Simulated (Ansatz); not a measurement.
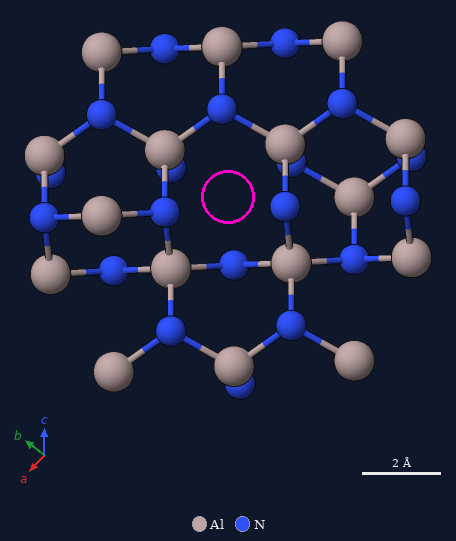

Perfect AlN. Style: ball-and-stick. Shown: the atoms within 5.4 Å of one point, in a slice 4.2 Å thick across the line of sight, from a free direction.

These are results of DFT, PBEsol, PAW, plane waves in Ansatz, not measurements. Set-up: plane-wave cutoff 420 eV; k-point mesh 1 × 1 × 1; mesh shifted by (0.25, 0.25, 0.25); collinear spin. Fermi-Dirac smearing of 0.01 eV. The axes drawn are those of the host's conventional cell.

An extra aluminium atom is put between the host's atoms (an interstitial) at the ringed place, in charge state 0. The supercell has 96 sites, and the atoms are relaxed at the host's cell.

> Predict the relaxed surroundings of the defect.

The Al atom starts with 6 N at 2.03 to 2.37 Å, 6 Al at 2.03 to 2.37 Å around its place and ends with 3 N at 1.88 to 1.89 Å. Of the host's atoms, an aluminium atom moves furthest from its site, by 0.26 Å. The Al atom itself moves 0.54 Å from where it was put. The cell's net moment is 1.00 μB.

The relaxed defect, seen from the same direction:

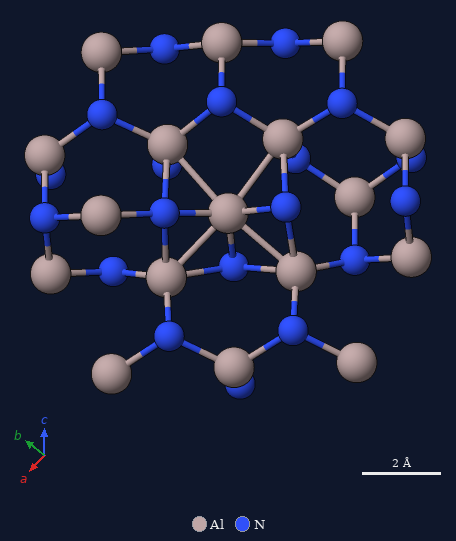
